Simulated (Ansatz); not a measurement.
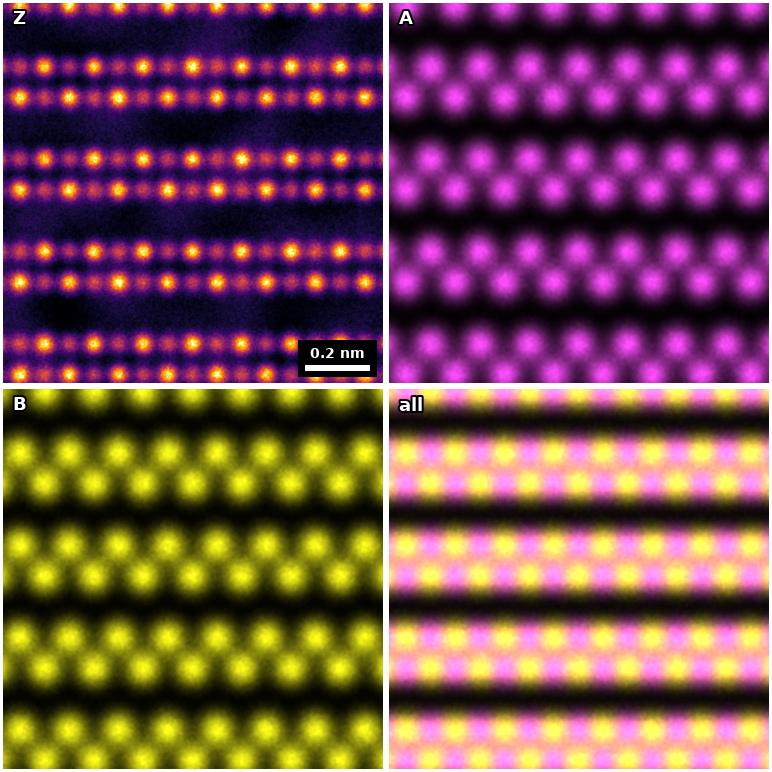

MgO (P6_3/mmc, No. 194) along [102]. Panel Z: Simulation: incoherent imaging, intensity Z^1.6 per atom, probe width 0.50 Å, thin sample. Shot noise and the speckle of an amorphous layer were added. The other panels are simulated element maps (the number of atoms of one element along the beam, blurred by 0.9 Å, with counting noise; each on its own scale, no channelling); the last overlays them. Model: coordinates from a relaxation at fixed volume with DFT PBE, scalar-relativistic, plane waves, PAW in Ansatz 0.2.0.

Space group P6_3/mmc (No. 194). a = 3.369 Å, b = 3.369 Å, c = 4.072 Å, α = 90.00°, β = 90.00°, γ = 120.00°
| atom | site | symmetry | x | y | z |
| --- | --- | --- | --- | --- | --- |
| Mg | 2c | -6m2 | 0.6667 | 0.3333 | 0.7500 |
| O | 2d | -6m2 | 0.6667 | 0.3333 | 0.2500 |

Which element does each lettered map show?

Answer. A: Mg, B: O. The projected cell (1.56 × 2.92 Å, 90°) holds 4 columns: 2 of Mg and 2 of O. No column is shared by two of the mapped elements.
